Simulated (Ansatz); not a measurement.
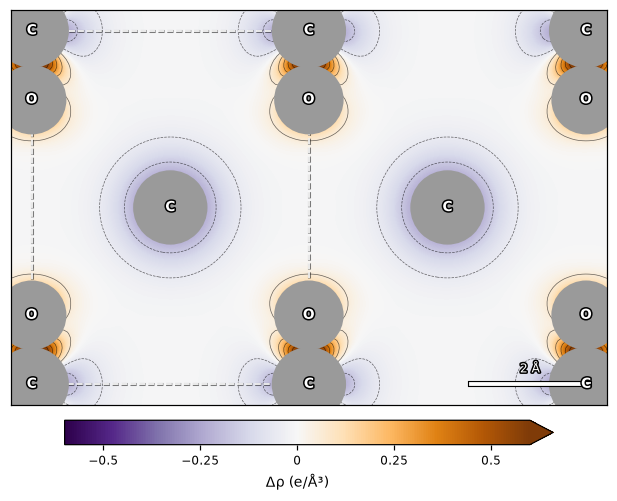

Figure 1: CO2. Deformation density (self-consistent density less superposed neutral spherical atoms): a map on the (110) plane of the conventional cell, with grey discs over the atomic cores. Cores are masked to 0.6 Å (C) and 0.6 Å (O).

Space group P4_2/mnm; the calculation finds a residual pressure of about 2 GPa at this fixed cell. The cell comes from a database of computed structures, not from a measurement.

The calculation used DFT PBE, scalar-relativistic, plane waves, PAW in Ansatz.

Core electrons are frozen (PAW), so the fields are smoothed inside the atomic spheres.

Describe the bonding charge.

Answer. C–O (1.17 Å): Δρ is +0.74 e/Å³ at the midpoint (inside or at the edge of a masked core, so read it with care).
Over the whole cell, outside the masked cores, the largest gain lies in the shortest C–O contact, between the masked cores, and the largest loss lies at the edge of the masked core of C.
In all about 0.22 e an atom is rearranged against the free atoms.
Bader charges: C +2.25 and O −1.12 e.
